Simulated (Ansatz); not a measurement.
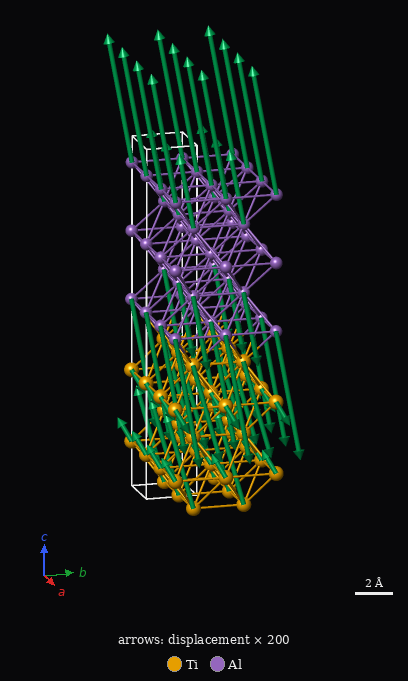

A relaxation of an interface cell of composition TiAl. The starting structure is drawn; green arrows show the displacements (the part carried along by the change of the cell is left out), magnified 200 times.

A ball-and-stick model of the cell of the calculation, reduced to other axes, repeated 3 × 2 × 1 with one cell outlined, seen slightly off an axis. Lengths and directions refer to the drawn axes.

Case: coherent stack.

Theory: DFT PBE, scalar-relativistic, plane waves, PAW (Ansatz).

The input:
```yaml
crystal:
  lattice:
    - [2.9076478652, 0.0, 0.0]
    - [0.0, 2.9076478652, 0.0]
    - [14.5864988983, 14.5864988983, 20.1272287291]
  atoms:
    - { symbol: Ti, position: [0.3753778394, 0.3753778394, 0.0248419694] }
    - { symbol: Ti, position: [0.3629271477, 0.3629271477, 0.1269930181] }
    - { symbol: Ti, position: [0.350476456, 0.350476456, 0.2291440669] }
    - { symbol: Ti, position: [0.3380257643, 0.3380257643, 0.3312951156] }
    - { symbol: Ti, position: [0.3255750725, 0.3255750725, 0.4334461643] }
    - { symbol: Al, position: [0.3255750725, 0.3255750725, 0.5334461643] }
    - { symbol: Al, position: [0.3380257643, 0.3380257643, 0.6312951156] }
    - { symbol: Al, position: [0.350476456, 0.350476456, 0.7291440669] }
    - { symbol: Al, position: [0.3629271477, 0.3629271477, 0.8269930181] }
    - { symbol: Al, position: [0.3753778394, 0.3753778394, 0.9248419694] }
basis:
  ecutwfc: 420
kpoints:
  mp_grid: { grid: [12, 12, 2] }
hamiltonian:
  xc: pbe
scf:
  occupations: { method: gaussian, width: 0.1 }
output:
  forces: true
  stress: true
  eigenvalues: true
  populations: true
  write_density: true
  write_potential: true
  elf: true
  volumetric_format: npy
relax:
  adjacent_minimum: "off"
  f_tol: 0.02
  max_steps: 70
  cell: { fix: [a, b, gamma], stress_tol: 0.15 }
```

Command:
```bash
ansatz run input.yaml --threads 1 --pin off --max-ram 2560MiB --backend cpu --events-out ev --progress --plain --runs-dir out
```

Describe the change and its energy.

Answer. Over 2 accepted moves (3 points after the start) the energy falls by 5.0 meV per cell of the calculation. Largest force component: 0.078 eV/Å at the start, 0.0027 eV/Å at the end. Pressure: −0.93 GPa at the start and −1.17 GPa at the end. At 1 point the geometry stayed and the basis and grid were re-selected for the new cell (energy shift of 0.2 meV per cell of the calculation at most each time). The largest moves relative to the cell, 0.037 Å, are those of Al6 and Al10. Al10 goes along [−1 −1 1]. Largest moves by element: Al 0.037 Å, Ti 0.028 Å. Cell: a = b unchanged at 2.908 Å, c 20.127 → 20.199 Å (+0.4 %), α 89.9° → 90.0°, β 89.9° → 90.0°. Volume +0.4 %. Some distances before and after: Al6–Al7 2.837 → 2.859 Å, Al7–Al8 2.847 → 2.866 Å, Al6–Al7 (another image) 2.857 → 2.866 Å, Ti1–Ti2 2.908 → 2.898 Å. Cost: 7.5 min on 1 thread of Intel(R) Xeon(R) Processor @ 2.50GHz (Skylake/Cascade Lake), with other jobs on the host, peak memory 0.8 GiB.
